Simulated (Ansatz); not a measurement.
System: Si.

The calculation's input:

```
crystal:
  lattice:
    - [4.4730435006, 2.5825128692, 1.9333112971]
    - [-4.4730435006, 2.5825128692, 1.9333112971]
    - [0.0, -5.1650257384, 1.9333112972]
  atoms:
    - { symbol: Si, position: [0.0230438192, 0.7214117077, 0.5254377641] }
    - { symbol: Si, position: [0.9769561808, 0.2785882923, 0.4745622359] }
    - { symbol: Si, position: [0.7155636601, 0.7155636601, 0.7155636601] }
    - { symbol: Si, position: [0.2785882923, 0.4745622359, 0.9769561808] }
    - { symbol: Si, position: [0.4745622359, 0.9769561808, 0.2785882923] }
    - { symbol: Si, position: [0.7214117077, 0.5254377641, 0.0230438192] }
    - { symbol: Si, position: [0.2844363399, 0.2844363399, 0.2844363399] }
    - { symbol: Si, position: [0.5254377641, 0.0230438192, 0.7214117077] }
basis:
  ecutwfc: 420
kpoints:
  mp_grid: { grid: [12, 12, 12] }
hamiltonian:
  xc: lda
scf:
  occupations: { method: gaussian, width: 0.15 }
output:
  forces: true
  stress: true
  eigenvalues: true
  write_density: true
  write_potential: true
  elf: true
  volumetric_format: npy
```

Run with:

```sh
ansatz run input.yaml --threads 2 --pin off --max-ram 5120MiB --backend cpu --events-out ev --progress --plain --runs-dir out
```

Below, planes, directions and counts refer to the conventional cell (a = 8.95 Å, b = 8.95 Å, c = 5.80 Å, α = 90.00°, β = 90.00°, γ = 120.00°).

Space group R-3; a structure from a database of computed crystals, not necessarily the ambient phase; changed on purpose from its base cell (strain -0.040 along x and y, +0.040 along z, atoms carried along); not relaxed (largest force 0.9 eV/Å); computed pressure about 6 GPa in this cell.

Computed with DFT LDA, scalar-relativistic, plane waves, PAW in Ansatz 0.2.0.

**What can the converged valence pseudo-density and electron localisation function tell about the bonding?**

Si–Si (2.26 Å): the density is about 0.63 e/Å³ at the midpoint; the ELF peaks at about 0.95 between the atoms.

**Does the calculation give a band gap?**

It is metallic or semimetallic at this level of theory: no gap opens.

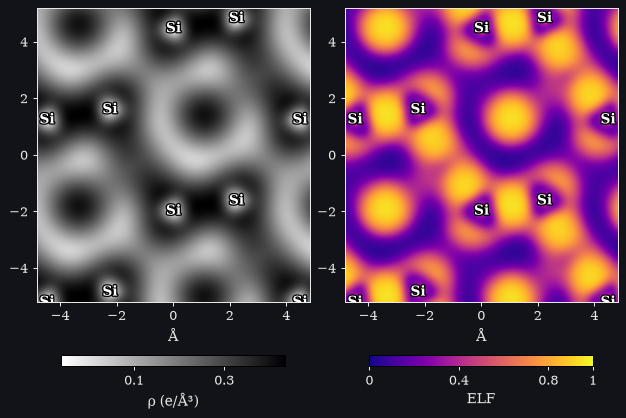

Computed valence pseudo-density and electron localisation function on the (101) plane of the conventional cell, in this order. Atoms just off the plane (Si, 0.9 Å away) can leave unmarked features too.

The density is the valence pseudo-density of a PAW calculation; it isn't the true density close to the nuclei.
